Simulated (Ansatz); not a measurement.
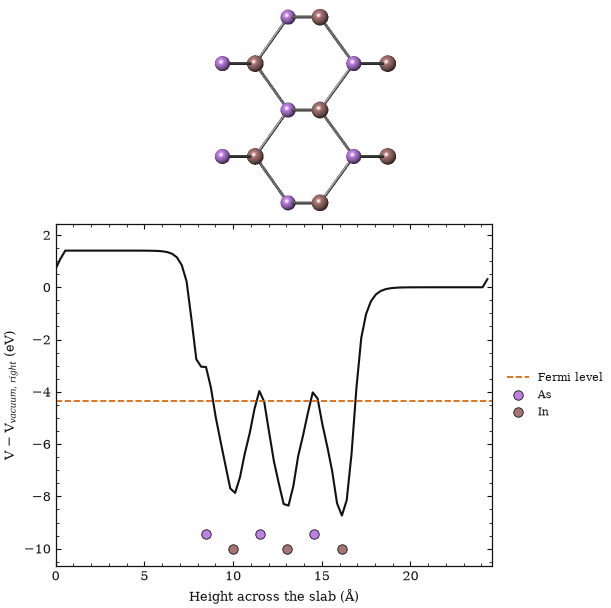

Plane-averaged electrostatic potential energy of an electron across the slab; circles at the bottom mark the heights of the atoms (positions after relaxation). The structure is drawn too.

This input was run:

```
crystal:
  lattice:
    - [4.3044884334, 0.0, 0.0]
    - [0.0, 4.3044884334, 0.0]
    - [0.0, 0.0, 24.609332402]
  atoms:
    - { symbol: As, position: [0.0, 0.5, 0.3453974233] }
    - { symbol: In, position: [0.5, 0.5, 0.407238454] }
    - { symbol: As, position: [0.5, 0.0, 0.4690794847] }
    - { symbol: In, position: [0.0, 0.0, 0.5309205153] }
    - { symbol: As, position: [0.0, 0.5, 0.592761546] }
    - { symbol: In, position: [0.5, 0.5, 0.6546025767] }
basis:
  ecutwfc: 420
kpoints:
  mp_grid: { grid: [7, 7, 1] }
hamiltonian:
  xc: pbesol
scf:
  occupations: { method: gaussian, width: 0.1 }
output:
  forces: true
  eigenvalues: true
  write_density: true
  write_potential: true
  elf: true
  volumetric_format: npy
relax:
  adjacent_minimum: "off"
  f_tol: 0.03
  max_steps: 70
  constraints: [{ sites: [0, 1, 2] }]
efield:
  axis: 3
  dipole_correction: true
  ramp_width: 0.04
```

Launched with:
```bash
ansatz run input.yaml --threads 2 --pin off --max-ram 5120MiB --backend cpu --events-out ev --progress --plain --runs-dir out
```

What is the work function?

The work function is 4.34 eV at the right face and 5.74 eV at the left.

How thick are slab and vacuum?

The outermost atoms are 7.7 Å apart, which leaves 16.9 Å of vacuum in a cell 24.6 Å high.

Do the two faces differ, and what does that say about the slab's dipole?

The vacuum level is 1.40 eV higher at the left than at the right, so the slab carries a dipole along its normal; the ramp in the vacuum, at or near the edge of the plot, is the dipole correction that keeps each side flat. Some atoms were held fixed in the relaxation, which can itself make the faces differ.
